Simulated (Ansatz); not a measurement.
HfSiO₄

```yaml
crystal:
  lattice:
    - [6.58238, 0.00000, 0.00000]
    - [0.00000, 6.58238, 0.00000]
    - [0.00000, 0.00000, 5.97097]
  atoms:
    - { symbol: Hf, position: [0.00000, 0.50000, 0.25000] }
    - { symbol: Hf, position: [0.50000, 0.00000, 0.75000] }
    - { symbol: Hf, position: [0.00000, 0.00000, 0.00000] }
    - { symbol: Hf, position: [0.50000, 0.50000, 0.50000] }
    - { symbol: Si, position: [0.50000, 0.00000, 0.25000] }
    - { symbol: Si, position: [0.00000, 0.50000, 0.75000] }
    - { symbol: Si, position: [0.00000, 0.00000, 0.50000] }
    - { symbol: Si, position: [0.50000, 0.50000, 0.00000] }
    - { symbol: O, position: [0.00000, 0.81539, 0.31986] }
    - { symbol: O, position: [0.50000, 0.31539, 0.81986] }
    - { symbol: O, position: [0.68461, 0.00000, 0.06986] }
    - { symbol: O, position: [0.18461, 0.50000, 0.56986] }
    - { symbol: O, position: [0.00000, 0.18461, 0.31986] }
    - { symbol: O, position: [0.50000, 0.68461, 0.81986] }
    - { symbol: O, position: [0.31539, 0.00000, 0.06986] }
    - { symbol: O, position: [0.81539, 0.50000, 0.56986] }
    - { symbol: O, position: [0.50000, 0.18461, 0.43014] }
    - { symbol: O, position: [0.00000, 0.68461, 0.93014] }
    - { symbol: O, position: [0.18461, 0.00000, 0.68014] }
    - { symbol: O, position: [0.68461, 0.50000, 0.18014] }
    - { symbol: O, position: [0.00000, 0.31539, 0.93014] }
    - { symbol: O, position: [0.50000, 0.81539, 0.43014] }
    - { symbol: O, position: [0.31539, 0.50000, 0.18014] }
    - { symbol: O, position: [0.81539, 0.00000, 0.68014] }
```

Space group I4₁/amd.

All numbers below come from DFT r2SCAN, scalar-relativistic, plane waves, PAW (Ansatz).

**Predict the valence pseudo-density and electron localisation function between the atoms.**

Si–O (1.62 Å): ρ is about 1.3 e/Å³ halfway; the ELF peaks at about 0.85 between the atoms (a polar covalent bond).

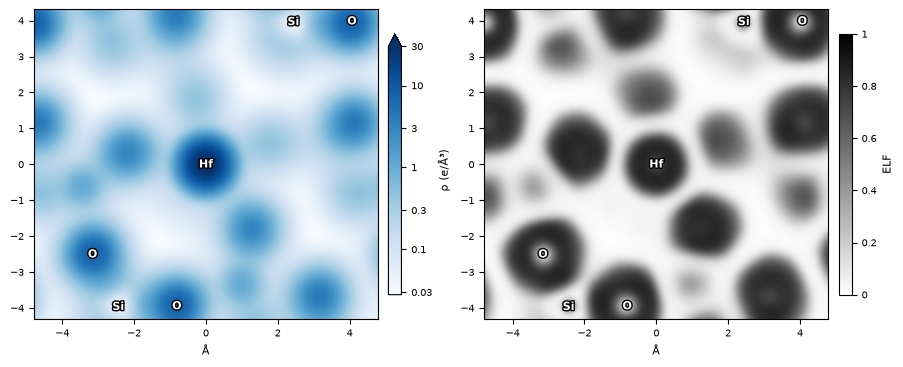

Computed valence pseudo-density and electron localisation function on the (111) plane of the conventional cell, in this order. Atoms just off the plane (Hf, 0.9 Å away, Si, 0.9 Å away and O, 0.4 Å away) can leave unmarked features too.

The density is the valence pseudo-density of a PAW calculation; it isn't the true density close to the nuclei.
